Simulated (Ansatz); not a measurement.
# H₂C₉O (slab): what the fields show

The calculation's input:

```
crystal:
  lattice:
    - [7.3951485247, 0.0, 0.0]
    - [-3.6975742623, 6.4043864871, 0.0]
    - [0.0, 0.0, 18.6078100066]
  atoms:
    - { symbol: C, position: [0.5555555556, 0.4444444444, 0.4299270037] }
    - { symbol: C, position: [0.5555555556, 0.7777777778, 0.4299270037] }
    - { symbol: C, position: [0.5555555556, 0.1111111111, 0.4299270037] }
    - { symbol: C, position: [0.8888888889, 0.4444444444, 0.4299270037] }
    - { symbol: C, position: [0.8888888889, 0.7777777778, 0.4299270037] }
    - { symbol: C, position: [0.8888888889, 0.1111111111, 0.4299270037] }
    - { symbol: C, position: [0.2222222222, 0.4444444444, 0.4299270037] }
    - { symbol: C, position: [0.2222222222, 0.7777777778, 0.4299270037] }
    - { symbol: C, position: [0.2222222222, 0.1111111111, 0.4299270037] }
    - { symbol: C, position: [0.4444444444, 0.2222222222, 0.4300135267] }
    - { symbol: C, position: [0.4444444444, 0.5555555556, 0.4300135267] }
    - { symbol: C, position: [0.4444444444, 0.8888888889, 0.4300135267] }
    - { symbol: C, position: [0.7777777778, 0.2222222222, 0.4300135267] }
    - { symbol: C, position: [0.7777777778, 0.5555555556, 0.4300135267] }
    - { symbol: C, position: [0.7777777778, 0.8888888889, 0.4300135267] }
    - { symbol: C, position: [0.1111111111, 0.2222222222, 0.4300135267] }
    - { symbol: C, position: [0.1111111111, 0.5555555556, 0.4300135267] }
    - { symbol: C, position: [0.1111111111, 0.8888888889, 0.4300135267] }
    - { symbol: O, position: [0.1666666667, 0.1666666667, 0.545556409] }
    - { symbol: H, position: [0.2136894641, 0.0924338192, 0.5781341277] }
    - { symbol: H, position: [0.1196438692, 0.2408995142, 0.5781341277] }
    - { symbol: O, position: [0.6666666667, 0.6666666667, 0.5240600588] }
    - { symbol: H, position: [0.7172850602, 0.7883637722, 0.5566377775] }
    - { symbol: H, position: [0.6160482731, 0.5449695611, 0.5566377775] }
basis:
  ecutwfc: 420
kpoints:
  mp_grid: { grid: [3, 3, 1] }
hamiltonian:
  xc: pbe
  dispersion: d3bj
scf:
  occupations: { method: gaussian, width: 0.05 }
output:
  forces: true
  eigenvalues: true
  write_density: true
  write_potential: true
  elf: true
  volumetric_format: npy
relax:
  adjacent_minimum: "off"
  f_tol: 0.04
  max_steps: 100
  constraints: [{ sites: [0] }]
efield:
  axis: 3
  dipole_correction: true
  ramp_width: 0.04
```

Command:

```sh
ansatz run input.yaml --threads 2 --pin off --max-ram 6144MiB --backend cpu --events-out ev --progress --plain --runs-dir out
```

The fields are those of the relaxed geometry.

These are results of DFT PBE+D3(BJ), scalar-relativistic, plane waves, PAW in Ansatz, not measurements.

The density is the valence pseudo-density of a PAW calculation; it isn't the true density close to the nuclei.

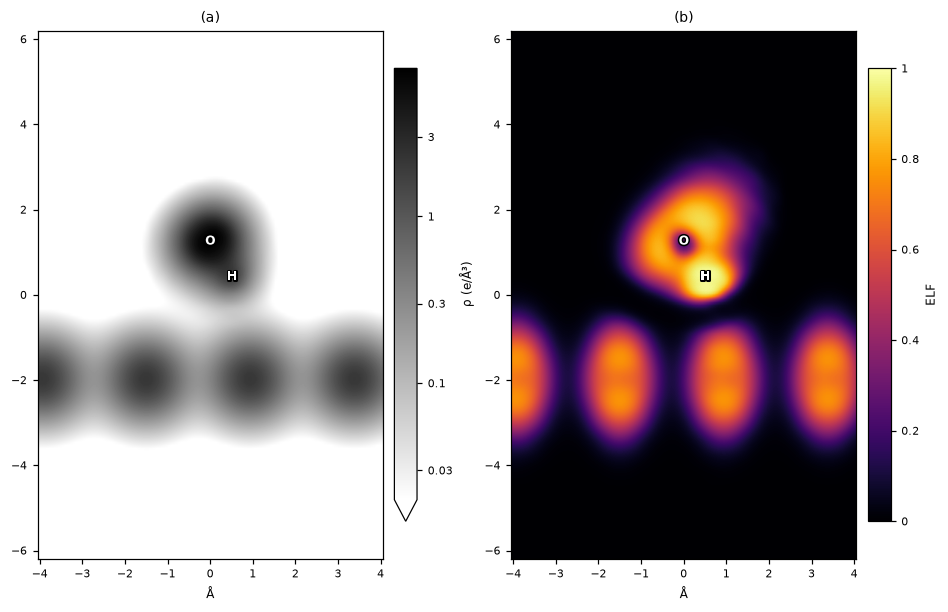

Figure 1. (a) valence electron density; (b) ELF on the (010) plane of the calculation cell, a cut from vacuum to vacuum.

> Describe what can be read from this map.

- The section cuts through O and H sites.
- Atoms just off the plane (C, 0.4 Å away) can leave unmarked features too.
- O–H (0.97 Å): ρ at the midpoint is about 3.8 e/Å³; the ELF climbs to about 1 towards the hydrogen, as it does in any bond to H: a covalent bond by its length.
- The density dies away to nearly zero in the vacuum.
- The ELF also peaks beside O, away from the bonds: lone-pair regions.

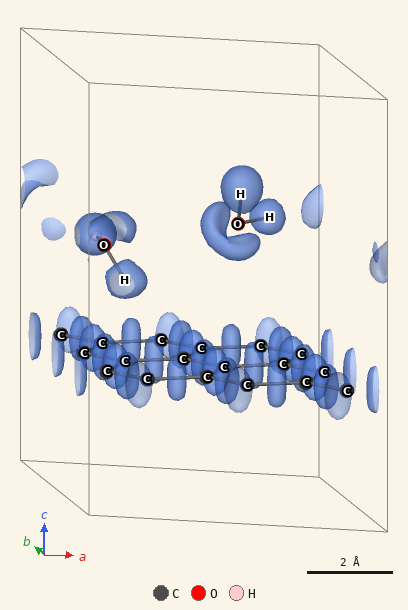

Figure 2. Isosurface of the electron localisation function at 0.85 (blue), seen slightly off an axis. Core shells and regions of very low density are left out. Sticks mark near contacts.

> Describe the localisation domains.

The surface consists of 27 regions between bonded C–C atoms (shared pairs), four regions around hydrogen nuclei and two lobes on O, pointing away from the bonds (lone pairs, which may merge into one lobe), counted in one cell of 24 atoms. Counts are for one cell; the picture repeats the cell along the surface.


 C–C (1.42 Å): the ELF peaks at about 0.95 between the atoms; a covalent bond.
